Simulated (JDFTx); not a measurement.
**A series of single points on Ru**

System: Ru (P6₃/mmc, 2 atoms in the cell).
Method: Kohn-Sham DFT of a periodic cell, PBEsol, PseudoDojo-SR-PBEsol-0.4.1-standard, no spin polarisation (JDFTx 1.7.0 (patched build)).

The 7 runs differ only in the geometry, by an even scaling of the cell at fixed fractional positions. The structure derives from an entry of the Crystallography Open Database.

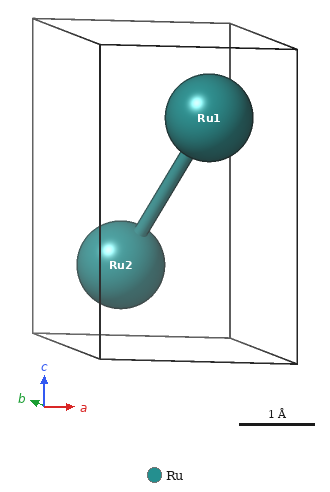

Figure 1. The structure of run 4 (ball-and-stick view of the cell of the calculation, seen slightly off an axis; atoms are numbered from 1 in the order of the input). An atom can appear more than once, as a periodic image.

### Input of run 4
```
lattice \
    2.7058000000    -1.3529000000     0.0000000000 \
    0.0000000000     2.3432915376     0.0000000000 \
    0.0000000000     0.0000000000     4.2819000000
latt-scale 1.889726124626 1.889726124626 1.889726124626
coords-type Lattice
ion Ru     0.6666666667     0.3333333333     0.7500000000 1
ion Ru     0.3333333333     0.6666666667     0.2500000000 1

ion-species pseudo/Ru.upf
elec-cutoff 42 336
elec-ex-corr gga-PBEsol
kpoint-folding 11 11 6
elec-smearing Fermi 0.0018374661
elec-n-bands 23
electronic-SCF nIterations 100 energyDiffThreshold 1e-09
electronic-minimize nIterations 30 energyDiffThreshold 1e-7
forces-output-coords Cartesian

dump-name run.$VAR
dump End Ecomponents EigStats BandEigs Kpoints Forces Stress ElecDensity Dtot KEdensity
```

Command:
```bash
jdftx -c 1 -i Ru.in -o Ru.out
```

Lattice vectors (Å) and fractional positions of run 4:
```
   2.705800    0.000000    0.000000
  -1.352900    2.343292    0.000000
   0.000000    0.000000    4.281900
Ru  0.666667  0.333333  0.750000
Ru  0.333333  0.666667  0.250000
```

Run 6 differs from it as follows:
```diff
-    2.7058000000    -1.3529000000     0.0000000000 \
-    0.0000000000     2.3432915376     0.0000000000 \
-    0.0000000000     0.0000000000     4.2819000000
+    2.7414067149    -1.3707033574     0.0000000000 \
+    0.0000000000     2.3741278572     0.0000000000 \
+    0.0000000000     0.0000000000     4.3382472512
```

### Results, with one run withheld

```tsv
run	volume per atom (Å³)	free energy per atom, from the lowest run given (meV)	pressure (GPa)
1	12.760	30.25	17.27
2	13.032	8.26	8.69
3	13.303	0.00	1.06
4	13.575	3.93	−5.72
5	13.846	18.71	−11.74
6	14.118	?	?
7	14.389	76.05	−21.83
```

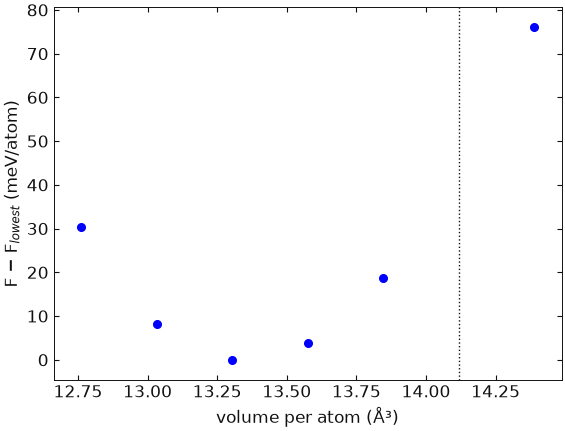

Figure 2. Free energy per atom of the runs given; the dotted line marks run 6.

Fit the runs given and predict run 6.

A cubic polynomial in V^(−2/3) (the Birch–Murnaghan form), fitted to the 6 runs given, misses them by at most 0.02 meV per atom. With x = V^(−2/3) − 0.17667 Å⁻², it reads F = 0.99988 − 2168.5 x + 1.0212e+06 x² + 2.2798e+06 x³ (meV per atom). At run 6 it gives 43.14 meV per atom, and the run itself gives 43.11. The slope of the fit gives a pressure −dF/dV of −17.03 GPa there, and the run prints −17.09 GPa. The two needn't agree exactly: the fit is approximate, and the printed stress is taken on a finite basis. The fit has its minimum at 13.346 Å³ per atom, where V d²F/dV² gives 347 GPa. Cell shape and fractional positions are held, so this is the stiffness under even scaling; the relaxed bulk modulus wasn't computed.

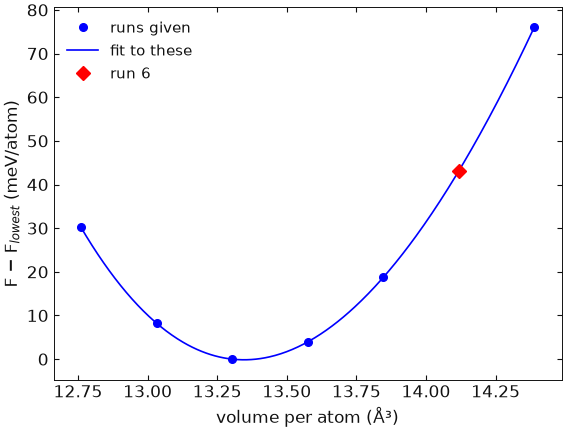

Figure 3. The fit and the withheld run.

### Some lines of the output (run 6)
```
[...]
unit cell volume = 190.541
     Etot =     -190.5660019555026281
        F =     -190.5666504454415531
	HOMO-LUMO gap: +0.001279
	Optical gap  : +0.007671 at state 26 ( [ +0.090909 +0.090909 +0.333333 ] spin 0 )
```
